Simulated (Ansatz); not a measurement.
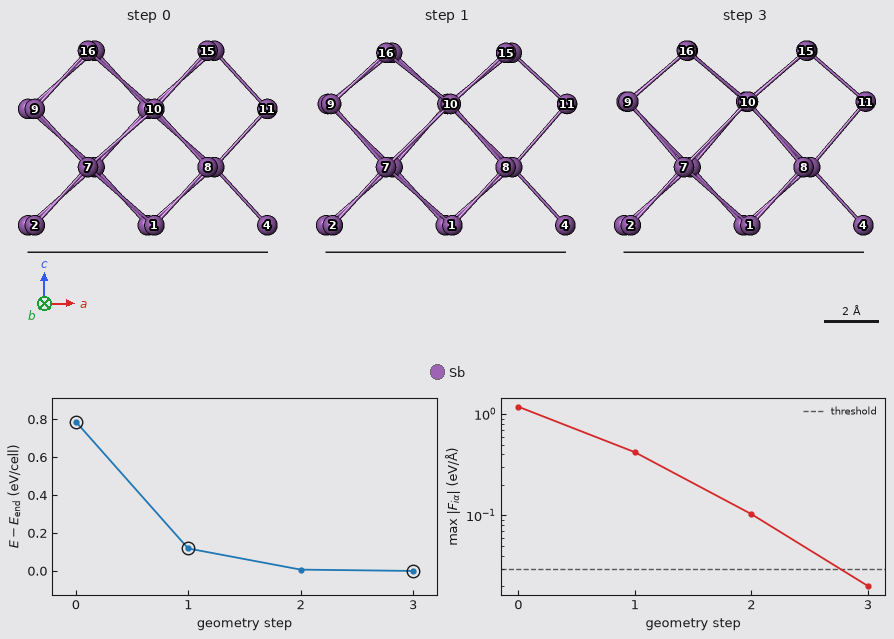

Frames of a constrained relaxation of a slab of composition Sb (cut from the R-3m phase), marked on the history of the run. Style: ball-and-stick. Shown: the cell of the calculation, outlined in the plane, without the vacuum (origin shifted), along the b axis.

Case: clean slab, lower planes held. The slab is the (1 1 0) face of Sb. 8 atoms are held fixed.

Theory: DFT PBE+D3(BJ), scalar-relativistic, plane waves, PAW (Ansatz 0.2.0). Set-up: plane-wave cutoff 420 eV; k-point mesh 2 × 3 × 1; occupations gaussian; smearing width 0.1 eV; no spin polarisation; dipole correction; atoms relaxed in a fixed cell; force threshold 0.03 eV/Å; at most 70 steps.

**What happens along the run?**

After 3 geometry steps the energy has fallen by 0.788 eV per cell of the calculation. The largest force component goes from 1.2 to 0.02 eV/Å. The largest moves, 0.29 Å, are those of Sb atoms. The cell doesn't change. Near-neighbour distances that change, for instance: Sb–Sb 3.291 → 2.971 Å, Sb–Sb 2.930 → 3.194 Å, Sb–Sb 3.291 → 3.414 Å, Sb–Sb 2.930 → 2.883 Å. Among the angles between lasting bonds that change: Sb–Sb–Sb 170.9° → 178.7°, Sb–Sb–Sb 91.1° → 98.8°, Sb–Sb–Sb 170.9° → 177.5°. From step 0 to 1: Sb atoms move most (0.19 Å), energy −0.669 eV per cell of the calculation. From step 1 to 3: Sb atoms move most (0.12 Å), energy −0.119 eV per cell of the calculation.

```json
{"step": "0", "E − E(0), meV/atom": "0.00", "largest force component, eV/Å": "1.1809"}
{"step": "1", "E − E(0), meV/atom": "-41.83", "largest force component, eV/Å": "0.4209"}
{"step": "2", "E − E(0), meV/atom": "-48.81", "largest force component, eV/Å": "0.1033"}
{"step": "3", "E − E(0), meV/atom": "-49.25", "largest force component, eV/Å": "0.0202"}
```
